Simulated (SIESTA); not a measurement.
System: Ge, space group Fd-3m (No. 227).

The given structure:
```
CELL_PARAMETERS angstrom
0.00000 2.82891 2.82891
2.82891 0.00000 2.82891
2.82891 2.82891 0.00000
ATOMIC_POSITIONS crystal
Ge 0.75000 0.75000 0.75000
Ge 0.50000 0.50000 0.50000
```

Calculation (SIESTA 5.4.2): DFT in numerical atomic orbitals with pseudopotentials, no spin polarisation; energies at scaled volumes of the given cell, shape and fractions fixed, counted from the fit's minimum, third-order Birch-Murnaghan fit. Level: PBEsol.

k mesh 8×8×8; occupations Fermi–Dirac; smearing width 0.05 eV; potentials PseudoDojo 0.4 standard, converted to PSML, two zetas on semicore shells; program settings basis DZP, mesh cutoff 800 Ry.

What does the calculation give for the energy and pressure against volume? The volume takes the values 21.28, 21.73, 22.19, 22.64, 23.09, 23.54, 24.00 Å³/atom.

A third-order Birch–Murnaghan fit gives V0 = 23.19 Å³/atom, B0 = 67.2 GPa and B′ = 4.1. The energy is 38.36 meV/atom at volume 21.28 Å³/atom and 5.62 meV/atom at 24.00 Å³/atom; the lowest computed point is at volume 23.09 Å³/atom (0.02 meV/atom). The pressure falls from 7.20 GPa at volume 21.28 Å³/atom to −2.20 GPa at 24.00 Å³/atom, and changes sign near 23.23 Å³/atom.

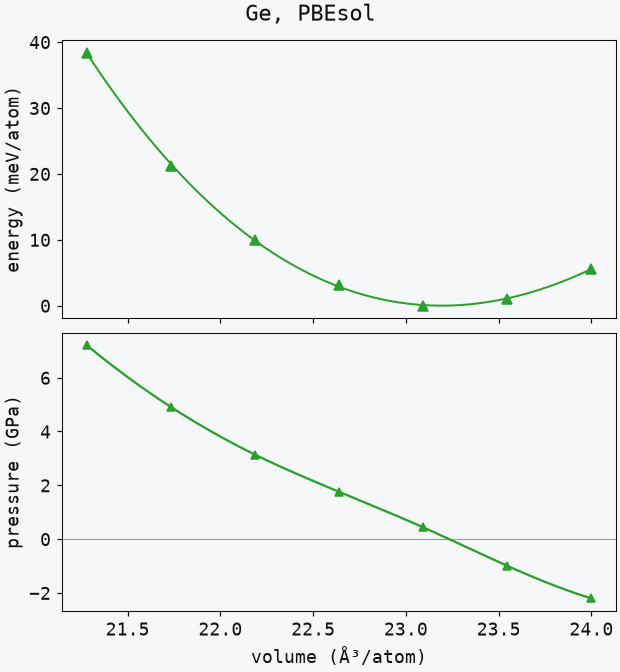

Note: mulliken charges of long orbitals.
